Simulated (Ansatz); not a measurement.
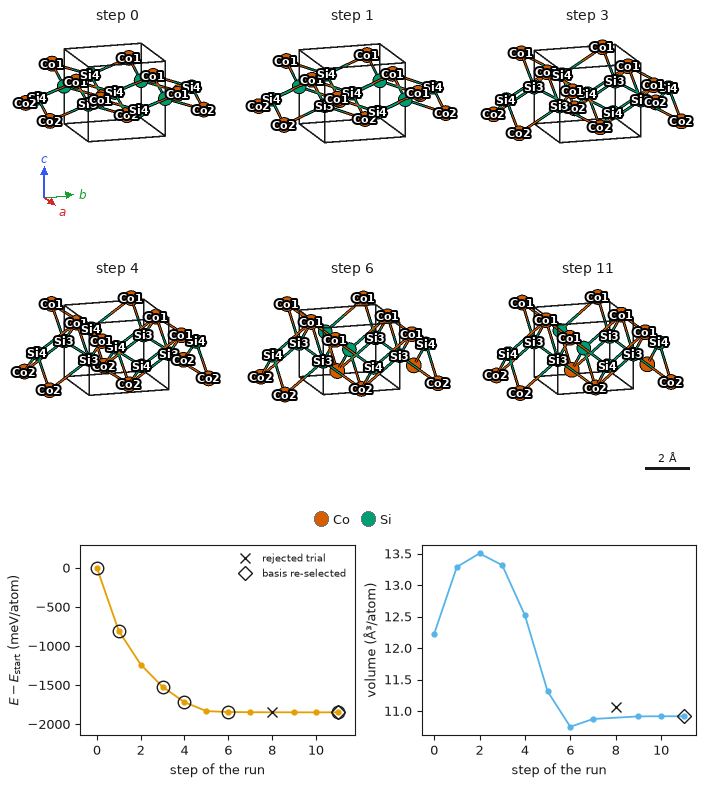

Frames of a relaxation of solid CoSi (a generated structure, set up in P4/nmm) (coarse preliminary run), marked on the history of the run. The picture is a ball-and-stick view of the cell of the calculation, seen slightly off an axis.

The calculation used DFT PBE, scalar-relativistic, plane waves, PAW in Ansatz.

Input
```yaml
crystal:
  lattice:
    - [3.71521316, 0.0, 0.0]
    - [0.0, 3.71521316, 0.0]
    - [0.0, 0.0, 3.54272281]
  atoms:
    - { symbol: Co, position: [0.5, 0.0, 0.68386539], spin: 3.0 }
    - { symbol: Co, position: [0.0, 0.5, 0.31613461], spin: 3.0 }
    - { symbol: Si, position: [0.0, 0.0, 0.5] }
    - { symbol: Si, position: [0.5, 0.5, 0.5] }
basis:
  ecutwfc: 420
kpoints:
  mp_grid: { grid: [6, 6, 6] }
hamiltonian:
  xc: pbe
scf:
  occupations: { method: gaussian, width: 0.1 }
  lower_state_search: "off"
output:
  forces: true
  stress: true
  eigenvalues: true
  populations: true
magnetization:
  spin_polarized: true
relax:
  adjacent_minimum: "off"
  f_tol: 0.04
  max_steps: 70
  cell: { stress_tol: 0.4 }
```

Launched with:
```bash
ansatz run input.yaml --threads 1 --pin off --max-ram 2560MiB --backend cpu --events-out ev --progress --plain --runs-dir out
```

**What happens along the run?**

Over 9 accepted moves (11 points after the start) the energy falls by 1848 meV per atom. Largest force component: 6.2 eV/Å at the start, 0.015 eV/Å at the end. Pressure: 69.11 GPa at the start and 0.06 GPa at the end. The line search rejected the trial step at point 8 of the run. The SCF was repeated once at an unchanged geometry on a basis and grid sized afresh for the cell, which shifted the energy by 0.6 meV per atom at most. The largest moves relative to the cell, 0.85 Å, are those of Co1 and Co2. Co2 goes along −c. Si stays in place. The volume changes by −10.7 %, with a = b 3.715 → 3.643 Å (−1.9 %), c 3.543 → 3.290 Å (−7.1 %). Near-neighbour distances that change, for instance: Co1–Si3 3.437 → 2.588 Å, Co1–Si3 (another image) 1.969 → 2.329 Å. New bonds form, among them: Co1–Si3 (3.44 → 2.59 Å), Co1–Si4 (3.44 → 2.59 Å), Co2–Si3 (3.44 → 2.59 Å), Co2–Si4 (3.44 → 2.59 Å). Bond angles that change, for instance: Si3–Co1–Si3 141.4° → 102.9°, Co1–Si3–Co1 141.4° → 102.9°, Co1–Si3–Co2 96.3° → 112.9°. The space group stays P4/nmm (No. 129). The program noted that the starting moments weren't kept. From step 0 to 1: Co atoms move most (0.13 Å), volume +8.7 %, energy −808 meV per atom. From step 1 to 3: Co atoms move most (0.38 Å), volume +0.2 %, energy −714 meV per atom. From step 3 to 4: Co atoms move most (0.19 Å), volume −6.0 %, energy −196 meV per atom. From step 4 to 6: Co atoms move most (0.22 Å), volume −14.1 %, energy −126 meV per atom. From step 6 to 11: Co atoms move most (0.05 Å), volume +1.6 %, energy −4.0 meV per atom.

```json
{"step": "0", "E − E(0), meV/atom": "0.00", "largest force component, eV/Å": "6.1812", "pressure, GPa": "69.11", "volume, Å³/atom": "12.225", "note": ""}
{"step": "1", "E − E(0), meV/atom": "-807.63", "largest force component, eV/Å": "4.4302", "pressure, GPa": "24.04", "volume, Å³/atom": "13.288", "note": ""}
{"step": "2", "E − E(0), meV/atom": "-1236.62", "largest force component, eV/Å": "3.5767", "pressure, GPa": "3.02", "volume, Å³/atom": "13.503", "note": ""}
{"step": "3", "E − E(0), meV/atom": "-1521.98", "largest force component, eV/Å": "2.1268", "pressure, GPa": "-9.58", "volume, Å³/atom": "13.316", "note": ""}
{"step": "4", "E − E(0), meV/atom": "-1718.12", "largest force component, eV/Å": "0.8126", "pressure, GPa": "-13.75", "volume, Å³/atom": "12.520", "note": ""}
{"step": "5", "E − E(0), meV/atom": "-1833.09", "largest force component, eV/Å": "0.1859", "pressure, GPa": "-6.29", "volume, Å³/atom": "11.312", "note": ""}
{"step": "6", "E − E(0), meV/atom": "-1844.17", "largest force component, eV/Å": "0.0082", "pressure, GPa": "1.47", "volume, Å³/atom": "10.750", "note": ""}
{"step": "7", "E − E(0), meV/atom": "-1847.01", "largest force component, eV/Å": "0.0123", "pressure, GPa": "-0.11", "volume, Å³/atom": "10.873", "note": ""}
{"step": "8", "E − E(0), meV/atom": "-1843.48", "largest force component, eV/Å": "0.3234", "pressure, GPa": "-0.20", "volume, Å³/atom": "11.061", "note": "rejected"}
{"step": "9", "E − E(0), meV/atom": "-1848.47", "largest force component, eV/Å": "0.0770", "pressure, GPa": "-0.49", "volume, Å³/atom": "10.915", "note": ""}
{"step": "10", "E − E(0), meV/atom": "-1848.72", "largest force component, eV/Å": "0.0149", "pressure, GPa": "0.10", "volume, Å³/atom": "10.917", "note": ""}
{"step": "11", "E − E(0), meV/atom": "-1848.16", "largest force component, eV/Å": "0.0149", "pressure, GPa": "0.06", "volume, Å³/atom": "10.917", "note": "same geometry, new basis"}
```
